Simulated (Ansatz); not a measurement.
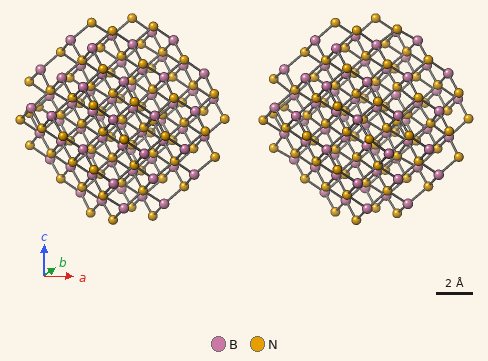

Two geometries of a defect cell of composition B₃₂N₃₃, drawn at one scale. One is the start of a relaxation, the other its converged end. A ball-and-stick model of the atoms within 5.8 Å of the atom that moves most (axes of the cell of the calculation (origin shifted)), seen slightly off an axis.

These are results of Ansatz 0.2.0, DFT, PBEsol, PAW, plane waves, not measurements. (plane-wave cutoff 420 eV; k-point mesh 1 × 1 × 1; mesh shifted by (0.25, 0.25, 0.25); collinear spin; atoms relaxed in a fixed cell; force threshold 0.03 eV/Å; at most 80 steps)

Which one is relaxed?

Answer. The right one is the relaxed one. Over 7 accepted moves (8 points after the start) the energy falls by 4.294 eV per cell of the calculation. Largest force component: 7.3 eV/Å at the start, 0.028 eV/Å at the end. The line search rejected the trial step at point 5 of the run. The largest move is that of an N atom, 0.17 Å roughly along −a. Largest moves by element: N 0.17 Å, B 0.07 Å. The cell doesn't change. Some distances before and after: B–N 1.502 → 1.670 Å, B–N 1.523 → 1.670 Å, B–N 1.546 → 1.670 Å, B–N 1.573 → 1.667 Å. Bond angles that change, for instance: B–N–B 108.6° → 118.0°, B–N–B 109.8° → 101.3°, B–N–B 110.3° → 118.3°. Cost: 48 s on 8 threads of Intel(R) Xeon(R) Platinum 8259CL CPU @ 2.50GHz, peak memory 1.2 GiB.

Limits of the set-up: the periodic images lie only 7.2 Å apart, so the values are limited by the cell's size.
